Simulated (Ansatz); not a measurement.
System: Mg9O8 (cell with a defect).

```yaml
crystal:
  lattice:
    - [0.00000, 4.26650, 4.26650]
    - [4.26650, 0.00000, 4.26650]
    - [4.26650, 4.26650, 0.00000]
  atoms:
    - { symbol: Mg, position: [0.91327, 0.03008, 0.02762] }
    - { symbol: O, position: [0.23681, 0.25392, 0.25466] }
    - { symbol: Mg, position: [0.00308, 0.00029, 0.49796] }
    - { symbol: O, position: [0.26371, 0.25754, 0.73865] }
    - { symbol: Mg, position: [0.00404, 0.50046, 0.99824] }
    - { symbol: O, position: [0.26285, 0.74096, 0.26644] }
    - { symbol: Mg, position: [0.00403, 0.50073, 0.49669] }
    - { symbol: O, position: [0.26258, 0.74215, 0.72977] }
    - { symbol: Mg, position: [0.51766, 0.01746, 0.01882] }
    - { symbol: O, position: [0.75564, 0.25555, 0.25706] }
    - { symbol: Mg, position: [0.51761, 0.01746, 0.44662] }
    - { symbol: O, position: [0.75582, 0.25596, 0.73080] }
    - { symbol: Mg, position: [0.52121, 0.43943, 0.01959] }
    - { symbol: O, position: [0.75369, 0.73429, 0.25614] }
    - { symbol: Mg, position: [0.51027, 0.49631, 0.49670] }
    - { symbol: O, position: [0.73835, 0.75594, 0.75250] }
    - { symbol: Mg, position: [0.34669, 0.87740, 0.88850] }
```

PAW files of the earlier set (soft_1).

Method: DFT PBEsol, scalar-relativistic, plane waves, PAW in Ansatz 0.2.0.

**What will maps of the valence pseudo-density and electron localisation function show?**

Mg–O (1.88 Å): the density is about 0.58 e/Å³ at the midpoint; the ELF peaks at about 0.80 in the valence shell of O, 0.6 Å from its nucleus, and is about 0.35 at the midpoint.
Mg–O (1.93 Å): the density is about 0.52 e/Å³ at the midpoint; the ELF peaks at about 0.80 in the valence shell of O, 0.6 Å from its nucleus, and is about 0.35 at the midpoint.
Mg–O (1.99 Å): ρ at the midpoint is about 0.45 e/Å³; the ELF peaks at about 0.80 in the valence shell of O, 0.6 Å from its nucleus, and is about 0.35 at the midpoint.
Mg–O (2.03 Å): ρ at the midpoint is about 0.4 e/Å³; the ELF peaks at about 0.80 in the valence shell of O, 0.6 Å from its nucleus, and is about 0.35 at the midpoint.

**Metal or insulator at this level of theory?**

It is metallic or semimetallic at this level of theory: no gap opens.

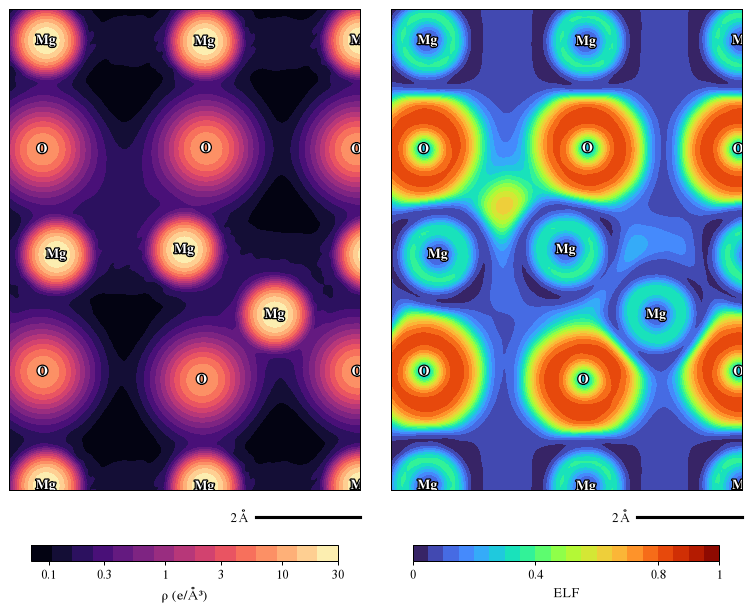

Computed valence pseudo-density and electron localisation function on the (011̄) plane of the calculation cell, in this order. 

In a PAW calculation such maps are meaningful between the atoms, not at the nuclei.
